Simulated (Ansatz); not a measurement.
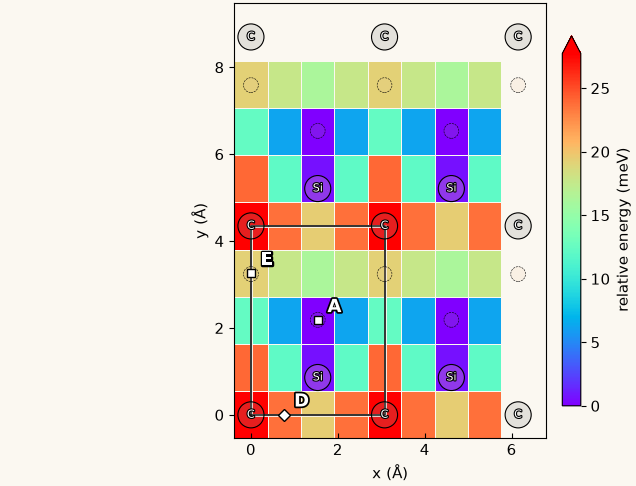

H on a SiC(110) slab cut from the F-43m phase, its upper half relaxed before the scan (32 atoms of substrate and one adsorbate in a 2 × 2 cell). H is moved over the surface cell at a fixed height above a rigid substrate; the origin of the map has the adsorbate above C29; the height is held at 2.80 Å. Places are given modulo a cell vector. The map is drawn in real space over the plane of the surface. Grid: 4 × 4 points; 12 points were computed and 4 follow by symmetry. Places are given in fractions of the 1 × 1 surface cell. Energies: meV, counted from the lowest grid point. At a fixed height the lowest place need not be the adsorption site. The calculation used DFT PBE+D3(BJ), scalar-relativistic, plane waves, PAW in Ansatz 0.2.0. Settings: cutoff 420 eV, k-mesh 5×3×1, gaussian smearing 0.05 eV, spin-polarised.

In the figure: one coloured cell a grid point, labelled circles for the atoms of the top layer and small ones for the second layer, the outline of one cell of the 2 × 2 shown, one colour for all values above the top of the scale, lettered points.

Rank the lettered points by energy, lowest first.

Answer. A (0.0 meV), E (19.2 meV), D (23.7 meV).

PAW datasets: the set soft_1.
